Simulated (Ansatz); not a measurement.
System: TiAl₃, space group Pmm2 (No. 25).

Structure:
```
Ti Al
1.0
     2.83968    0.00000    0.00000
     0.00000    4.68126    0.00000
     0.00000    0.00000    4.90074
Ti Al
1 3
Direct
  0.00000 0.50000 0.16592
  0.00000 0.00000 0.83590
  0.50000 0.00000 0.33091
  0.50000 0.50000 0.66727
```

Method: plane-wave DFT, no spin polarisation; energies at scaled volumes of the given cell, shape and fractions fixed, counted from the fit's minimum, third-order Birch-Murnaghan fit (Ansatz 0.2.0). Level: r2SCAN.

```csv
setting,value
k mesh,9×6×6
occupations,Fermi–Dirac
smearing width,0.05 eV
potentials,Ansatz PAW
wave cutoff,500 eV
density cutoff,2000 eV
```

Describe the result: the energy and pressure against volume. The volume takes the values 15.31, 15.64, 15.96, 16.29, 16.61, 16.94, 17.26 Å³/atom.

A third-order Birch–Murnaghan fit gives V0 = 15.96 Å³/atom, B0 = 109 GPa and B′ = 4.1. The energy is 9.59 meV/atom at volume 15.31 Å³/atom and 31.77 meV/atom at 17.26 Å³/atom; the lowest computed point is at volume 15.96 Å³/atom (0.00 meV/atom). The pressure falls from 4.91 GPa at volume 15.31 Å³/atom to −7.29 GPa at 17.26 Å³/atom, and changes sign near 15.96 Å³/atom.

```json
{"volume (Å³/atom)": "15.31", "energy (meV/atom)": "9.59", "pressure (GPa)": "4.91"}
{"volume (Å³/atom)": "15.64", "energy (meV/atom)": "2.29", "pressure (GPa)": "2.32"}
{"volume (Å³/atom)": "15.96", "energy (meV/atom)": "0.00", "pressure (GPa)": "-0.02"}
{"volume (Å³/atom)": "16.29", "energy (meV/atom)": "2.22", "pressure (GPa)": "-2.13"}
{"volume (Å³/atom)": "16.61", "energy (meV/atom)": "8.52", "pressure (GPa)": "-4.03"}
{"volume (Å³/atom)": "16.94", "energy (meV/atom)": "18.49", "pressure (GPa)": "-5.75"}
{"volume (Å³/atom)": "17.26", "energy (meV/atom)": "31.77", "pressure (GPa)": "-7.29"}
```

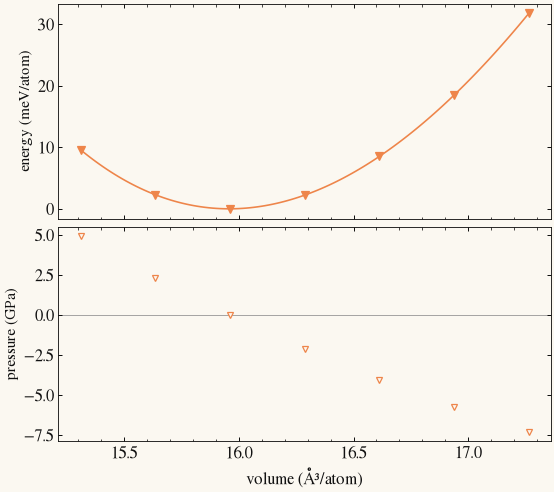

Caveats: shape and atomic fractions are frozen while scaling, which makes layered, chain and framework solids too stiff.
